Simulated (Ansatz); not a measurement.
# Run report: CdTe, Wannier-function calculation

The run: Wannier-function calculation of CdTe (F-43m, 2 atoms in the cell). Method and program: maximally localised Wannier functions of PBE bands, plane waves, PAW, no spin polarisation (Ansatz 0.2.0).

The structure was built on a prototype by a generator. The geometry comes from this level: r2SCAN. It belongs to a series of runs on one base structure; here: anion p.

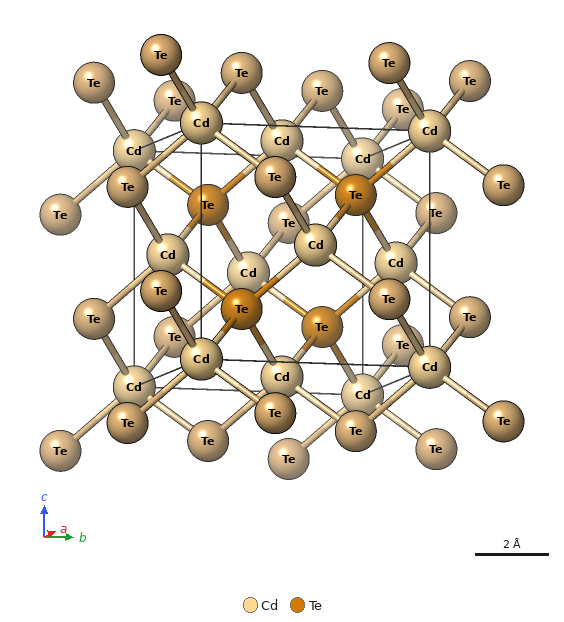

The structure (ball-and-stick view of the cell 4 times as large as that of the calculation, set on its symmetry axes, seen at an oblique angle; neighbours outside the cell are drawn fainter).

## Input
```yaml
crystal:
  lattice:
    - [0.0, 3.2799551172, 3.2799551172]
    - [3.2799551172, 0.0, 3.2799551172]
    - [3.2799551172, 3.2799551172, 0.0]
  atoms:
    - { symbol: Cd, position: [0.0, 0.0, 0.0] }
    - { symbol: Te, position: [0.25, 0.25, 0.25] }
kpoints:
  mp_grid: { grid: [6, 6, 6] }
  band_path:
    path:
      - [[0.0, 0.0, 0.0], [-0.5, -0.5, -8.777209125504e-34], [-0.375, -0.375, 0.25]]
      - [[-0.375, -2.391503818336e-17, 0.375], [0.0, 0.0, 0.0], [-1.59433587889e-17, -1.59433587889e-17, 0.5], [-0.5, -0.25, 0.25], [-0.5, -0.5, -8.777209125504e-34]]
    npoints: 10
hamiltonian:
  xc: pbe
scf:
  occupations: { method: fixed }
  n_extra_bands: 6
output:
  forces: false
  stress: false
  eigenvalues: true
  wannier:
    kmesh: [4, 4, 4]
    projections: [{ species: Te, l: p, shell: 5 }]
    minimise: true
    write_hr: true
    conv_tol: 1.0e-08
    max_iter: 3000
  write_density: true
  write_potential: true
  elf: true
  volumetric_format: npy
```

## File wannier.win
```
! ansatz wannier90 interface
! projections by site (counted from 0) and shell: 1 5P
! states of the run's bands (counted from 1): 16-18
! their least projectability: 0.7317
num_bands = 3
num_wann  = 3
num_iter  = 2000
conv_tol = 1e-8
conv_window = 5
guiding_centres = true
write_hr = true

begin unit_cell_cart
Ang
                      0.0             3.2799551172             3.2799551172
             3.2799551172                      0.0             3.2799551172
             3.2799551172             3.2799551172                      0.0
end unit_cell_cart

begin atoms_frac
Cd                       0.0                      0.0                      0.0
Te                      0.25                     0.25                     0.25
end atoms_frac

mp_grid = 4 4 4
```

Launched with:
```bash
ansatz run input.yaml --threads 4 --pin off --max-ram 3686MiB --backend cpu --events-out ev --progress --plain --runs-dir out
```

## Output
```
scf.n_extra_bands = 6 over 18 filled bands (N_el = 36.0): the run solves 24 bands
Engine: ansatz 0.2.0, aarch64-unknown-linux-gnu
Pseudopotentials: kind: paw
Pseudopotential: Cd, paw, valence charge 20, recommended cutoff 420 eV (normal), Cd.paw.azcp
Pseudopotential: Te, paw, valence charge 16, recommended cutoff 420 eV (normal), Te.paw.azcp
Functional definition: PBE
  parameter kappa = 0.804
  parameter beta = 0.06672455060314922
  exchange = pbe_x(kappa = kappa, mu = beta*pi^2/3)
  correlation = pbe_c(beta = beta)
Crystal: 2 atoms, lattice volume = 70.572 Å³
Basis set: ecut = 420 eV, 1411 PW (Γ)
Bands: 24, of which v1, the nominal top of the filled ones, is band 18 counted from 1 (17 counted from 0)
Symmetry: 24 space group operations
Space group: F-43m (ITA 216), of the structure as read, at distance tolerance 4.1e-5 Å
k-points: 16 of 216 (time reversal used)
Non-local potential: Cd, projectors of the file, l = 0: 3, l = 1: 2, l = 2: 2, l = 3: 1
Non-local potential: Te, projectors of the file, l = 0: 2, l = 1: 2, l = 2: 2, l = 3: 2
PAW form: soft (Blöchl's): semilocal exchange-correlation on the pseudo side does not see the compensation charge
PAW one-centre angular grid: Cd, 590 points (default); XC on 64 Gauss nodes
PAW one-centre angular grid: Te, 590 points (default); XC on 64 Gauss nodes
Initial density: superposition of atomic densities (neutral atoms: chi_scale 0, normalization atom), corrected by the library's trained network
Initial wavefunctions: pseudopotential atomic-orbital guess
Functional: x = pbe(κ = 0.804, μ = 0.2195149727645171), c = pbe(β = 0.06672455060314922)
SCF iter   1: F=—  HF=-15235.328471 eV  |F-HF|=—  |Δ(HF+E_count)|=         —  Δρ=1.35e-3  dr2=3.26e-3  ethr=1.77e-3  ⟨swp⟩=4.8  Hψ=1457  notcnv=0  defer=58
preconditioner: auto → none  [insulator: Δε(μ)=0.640 eV  Ē_g=12.630 eV  n_scr=14 (ndim 8)  ℏωp=18.8 eV  f_vac=0.199  ε∞_Penn≈3.2]
SCF iter   2: F=—  HF=-15235.327733 eV  |F-HF|=—  |Δ(HF+E_count)|=   7.38e-4  Δρ=4.96e-4  dr2=1.82e-4  ethr=9.06e-6  ⟨swp⟩=3.0  Hψ=728  notcnv=0  defer=60
SCF iter   3: F=—  HF=-15235.327790 eV  |F-HF|=—  |Δ(HF+E_count)|=   5.66e-5  Δρ=1.88e-4  dr2=2.65e-5  ethr=5.05e-7  ⟨swp⟩=2.9  Hψ=675  notcnv=0  defer=60
SCF iter   4: F=—  HF=-15235.327835 eV  |F-HF|=—  |Δ(HF+E_count)|=   4.54e-5  Δρ=7.79e-5  dr2=6.12e-6  ethr=7.37e-8  ⟨swp⟩=2.1  Hψ=543  notcnv=0  defer=54
SCF iter   5: F=—  HF=-15235.327848 eV  |F-HF|=—  |Δ(HF+E_count)|=   1.26e-5  Δρ=2.12e-5  dr2=3.56e-7  ethr=1.70e-8  ⟨swp⟩=2.0  Hψ=515  notcnv=0  defer=58
SCF iter   6: F=-15235.327849 eV  HF=-15235.327849 eV  |F-HF|=2.61e-8  |Δ(HF+E_count)|=   1.61e-6  Δρ=2.61e-6  dr2=5.57e-9  ethr=2.78e-10  ⟨swp⟩=8.6  Hψ=1797  notcnv=0
SCF 1 converged in 6 iterations: F = -15235.327849 eV  dr2 = 5.57e-9
  greatest PAW one-centre occupation: 1.000 electrons in one spin orbital (limit 2), on the Cd atom at site 0 (counted from 0), in its partial waves of l = 0
```

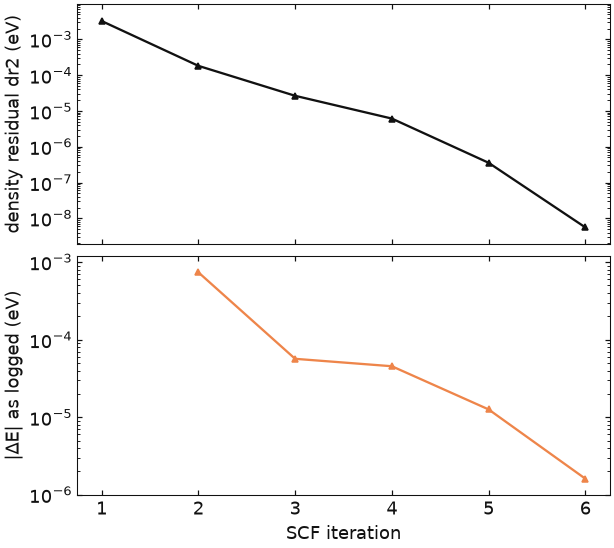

Convergence of the self-consistent field: density residual dr2 and size of the energy change against the SCF iteration. The residual falls at every step.

```
NSCF: frozen V_eff on 62 k-points
NSCF: frozen V_eff on 10 k-points
the Wannier pass solved 10 of the 64 points of its mesh, and has the states at the others by symmetry: states obtained by the crystal's operations at points that were solved too leave a residual of 4.05e-13 eV (read by the count's bands and the next), within 6.67e-6 eV
SCF converged after 6 iterations
Free energy (F): -15235.327849 eV
Harris-Foulkes:  -15235.327849 eV  (|F-HF|=2.61e-8)
Internal energy: -15235.327849 eV  (E = F + TS)
E sigma→0 (E₀):  -15235.327849 eV
Fermi energy:    6.959904 eV
--- Per-component energies (eV) ---
  E_band       = -804.532776
  E_kinetic    = 685.063147
  E_local      = -5498.384205  (includes V_loc(G=0)·N_el)
  E_nonlocal   = -276.743892
  E_hartree    = 2765.847867
  E_xc         = -300.758138
  E_vxc        = -325.401688  (∫ρ·V_xc dr)
  E_paw        = -8745.982911  (= ΣΔE_a)
  E_vpaw       = -920.764187  (= ΣTr[D̂ρ^β])
  E_aug_tail   = -0.000164  (compensation charges beyond the density's cutoff)
  E_ewald      = -3864.369553
  E_smearing   = -0.000000  (= −TS)
  E_closure    = -0.000000  (closes the sum)
  Σ components = -15235.327849   (vs F -15235.327849, Δ=0.00e0)
--- Band table (eV; the first three rows and the last of 16) ---
  k-point 0: bands = ["-95.0754", "-56.1378", "-56.1378", "-56.1378", "-28.9785", "-28.9785", "-28.9785", "-28.9717", "-28.9717", "-4.0114", "-1.2032", "-1.2032", "-1.2032", "-0.9684", "-0.9684", "6.9599", "6.9599", "6.9599", "7.6218", "11.5984", "11.5984", "11.5984", "14.3687", "16.3590"]
  k-point 1: bands = ["-95.0754", "-56.1378", "-56.1378", "-56.1378", "-28.9785", "-28.9784", "-28.9784", "-28.9717", "-28.9717", "-3.9198", "-1.1864", "-1.1864", "-1.1233", "-0.9694", "-0.9694", "5.2721", "6.7492", "6.7492", "8.7295", "11.6737", "11.9203", "11.9203", "15.3505", "15.4674"]
  k-point 2: bands = ["-95.0754", "-56.1379", "-56.1378", "-56.1378", "-28.9785", "-28.9783", "-28.9783", "-28.9716", "-28.9716", "-3.7371", "-1.1574", "-1.1574", "-0.9657", "-0.9657", "-0.8649", "3.5270", "6.3937", "6.3937", "8.8458", "12.2047", "12.2047", "13.1173", "15.0202", "15.8443"]
  k-point 15: bands = ["-95.0754", "-56.1379", "-56.1379", "-56.1379", "-28.9787", "-28.9782", "-28.9780", "-28.9717", "-28.9714", "-3.5381", "-1.0844", "-1.0834", "-1.0100", "-0.9566", "-0.4643", "2.9179", "4.8876", "4.9866", "10.6082", "10.7895", "13.5781", "13.8984", "16.3399", "18.0238"]
Wannier search: line search 1 of at most 3000: gauge-dependent spread (as the search counts it) 0.7442782 Å², largest recent change 2.8e-2 Å² and fall left 2.8e-5 Å² against conv_tol 1.0e-8 Å², 0 stops escaped
```

## File rho_z.tsv
```
# z_ang	rho[e/angstrom^3]
# format = ansatz-planar-average/11
# lattice	0.000000000	3.279955117	3.279955117
# lattice	3.279955117	0.000000000	3.279955117
# lattice	3.279955117	3.279955117	0.000000000
# sites	2
# site	48	0.000000000	0.000000000	0.000000000
# site	52	1.639977559	1.639977559	1.639977559
0.000000	1.218641e0
0.144955	1.188201e0
0.289910	1.071096e0
0.434865	9.334298e-1
0.579820	8.389106e-1
0.724775	8.150024e-1
0.869729	8.451838e-1
1.014684	8.841426e-1
1.159639	8.844020e-1
1.304594	8.199403e-1
1.449549	6.950694e-1
1.594504	5.376108e-1
1.739459	3.837507e-1
1.884414	2.624973e-1
2.029369	1.845496e-1
2.174324	1.406980e-1
2.319279	1.137375e-1
2.464233	9.339453e-2
2.609188	7.785232e-2
2.754143	6.685461e-2
2.899098	5.990958e-2
3.044053	5.715860e-2
3.189008	5.917411e-2
3.333963	6.771095e-2
3.478918	8.666758e-2
3.623873	1.244065e-1
3.768828	1.957619e-1
3.913782	3.173528e-1
4.058737	4.966471e-1
4.203692	7.204213e-1
4.348647	9.505003e-1
4.493602	1.133032e0
```

## File v_z.tsv
```
# z_ang	v_es[eV]	v_tot[eV]
# format = ansatz-planar-average/11
# xc	pbe
# density_cutoff_ev	1680
# datasets	Cd=:simpson_from_first_knot:soft	Te=:simpson_from_first_knot:soft
# lattice	0.000000000	3.279955117	3.279955117
# lattice	3.279955117	0.000000000	3.279955117
# lattice	3.279955117	3.279955117	0.000000000
# sites	2
# site	48	0.000000000	0.000000000	0.000000000
# site	52	1.639977559	1.639977559	1.639977559
0.000000	2.930968e0	-7.733352e0
0.144955	2.201190e0	-8.738185e0
0.289910	1.868318e0	-9.229833e0
0.434865	2.081769e0	-9.091967e0
0.579820	2.843488e0	-8.324808e0
0.724775	4.037839e0	-7.033718e0
0.869729	5.445762e0	-5.431714e0
1.014684	6.766574e0	-3.835500e0
1.159639	7.690601e0	-2.590746e0
1.304594	8.027785e0	-1.907031e0
1.449549	7.839375e0	-1.717765e0
1.594504	7.417271e0	-1.710404e0
1.739459	7.068505e0	-1.569129e0
1.884414	7.013587e0	-1.094685e0
2.029369	7.362085e0	-2.209492e-1
2.174324	8.083575e0	9.829159e-1
2.319279	8.991054e0	2.332128e0
2.464233	9.797979e0	3.541047e0
2.609188	1.031455e1	4.401638e0
2.754143	1.058070e1	4.947035e0
2.899098	1.067517e1	5.208085e0
3.044053	1.061544e1	5.188462e0
3.189008	1.041098e1	4.969424e0
3.333963	1.003344e1	4.473324e0
3.478918	9.434338e0	3.533037e0
3.623873	8.653067e0	2.218903e0
3.768828	7.797755e0	7.222355e-1
3.913782	6.949723e0	-8.217142e-1
4.058737	6.140269e0	-2.325917e0
4.203692	5.361609e0	-3.770649e0
4.348647	4.599645e0	-5.141592e0
4.493602	3.795256e0	-6.463160e0
```

## File wannier.spreads.toml
```
omega_i_ang2 = 9.333577810778852
omega_d_ang2 = 0.01209576438400163
omega_od_ang2 = 0.35418134193203943
omega_total_ang2 = 9.699854917094893
least_projectability = 0.7316997928402453
b_vectors_match_mmn = true
n_iter = 24
converged = true
rejected_fitted_steps = 2

[[wannier]]
r = [1.3787583910770183, 1.5009207682555854, 1.5009208292375287]
spread = 3.2332849486032362

[[wannier]]
r = [1.7790341833649341, 1.901196790397564, 1.5009209411751752]
spread = 3.233284979950149

[[wannier]]
r = [1.7790341509339103, 1.500921044629328, 1.901196822326983]
spread = 3.233284988541529

[[curvature_check]]
after_line_search = 8
omega_tilde_before_ang2 = 0.7442416234122854
krylov_steps = 33
lowest_ritz_value_ang2 = -0.8539153267399551
residual_ang2 = 5.3292414179153246e-17
settled = true
first_negative_step = 2
curvature_along_ang2 = -0.8539153265913604
angle_rad = 1.1148593254625991
omega_tilde_after_ang2 = 0.3908536231104511
outcome = "escaped"

[[curvature_check]]
after_line_search = 24
omega_tilde_before_ang2 = 0.36627710631604105
krylov_steps = 19
lowest_ritz_value_ang2 = 0.18810564422278758
residual_ang2 = 2.011971463035939e-9
settled = true
outcome = "no-negative-curvature"
```

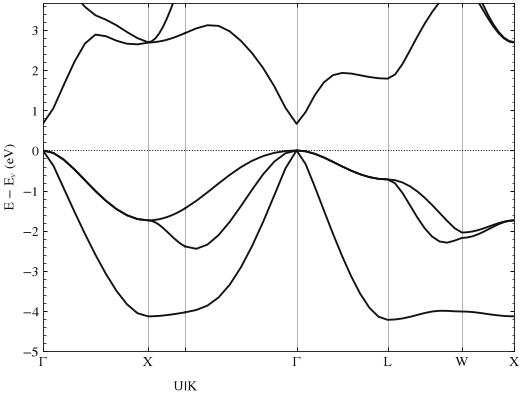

Band structure along Γ–X–U|K–Γ–L–W–X, with energies from the valence-band top. There is a gap of 0.66 eV on this path, direct, at Γ.

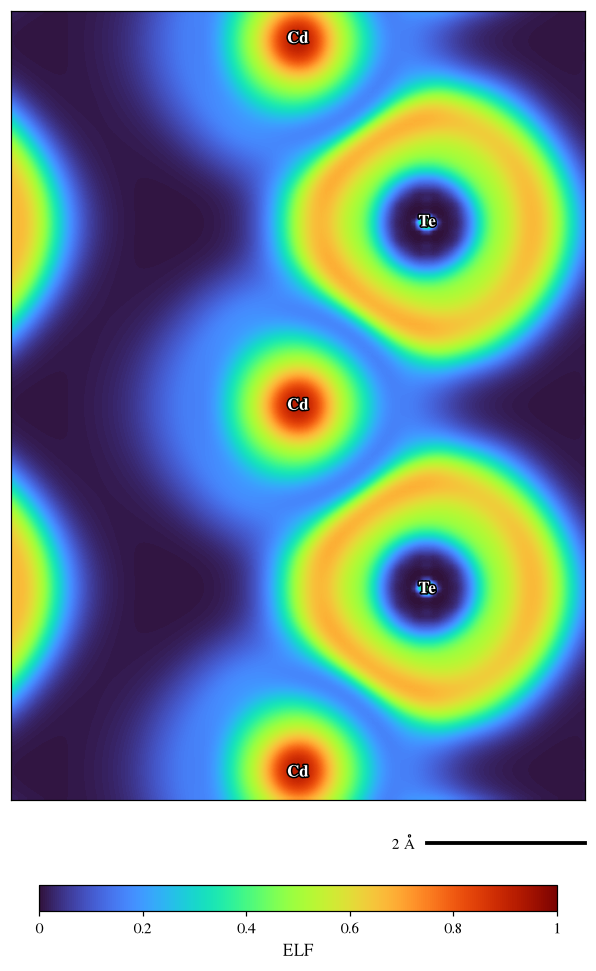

ELF on the (101) plane of the conventional cell. Atoms in the plane: Cd and Te. Cd–Te (2.84 Å): the ELF is about 0.50 at the midpoint. The strong features right at Cd lie inside the PAW spheres (semicore, d or f shells) and say nothing about bonding. The fields are those of the smooth PAW valence density.

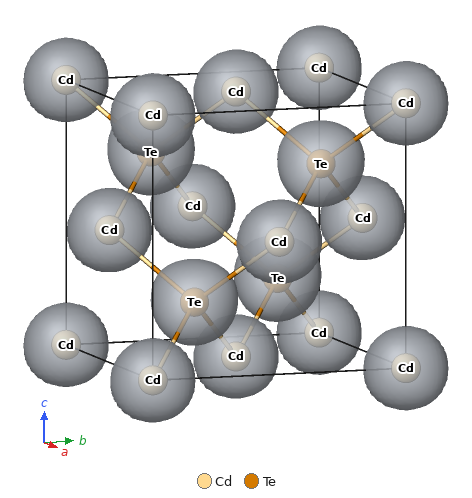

Isosurface of the valence charge density (pseudo) at 0.5 e/Å³ (grey), seen slightly off an axis. Sticks mark near contacts. The outline is the cell set on symmetry axes. At this value the density breaks into separate islands; it holds about 80 % of the electrons treated as valence (semicore included). It is pinched off along the Cd–Te (2.84 Å) contacts. On the grid the lowest density along these lines, outside the cores, is 0.32 e/Å³ (Cd–Te, 2.84 Å).

## Key numbers

```json
{"quantity": "outcome", "value": "converged"}
{"quantity": "space group (tolerance 0.01 Å)", "value": "F-43m (216)"}
{"quantity": "electrons treated", "value": "36"}
{"quantity": "free energy", "value": "−15235.3278 eV"}
{"quantity": "total spread of the Wannier functions", "value": "9.700 Å²"}
{"quantity": "Fermi energy", "value": "6.960 eV"}
{"quantity": "gap on the k-point mesh", "value": "0.66 eV"}
{"quantity": "hardware", "value": "4 threads of Arm Neoverse V1, 24 GiB of memory available, shared host"}
{"quantity": "wall time", "value": "2.6 s (CPU time 9.2 s)"}
{"quantity": "peak memory", "value": "0.36 GiB"}
```

## Notes

Spin-orbit coupling is left out, which matters for Te.
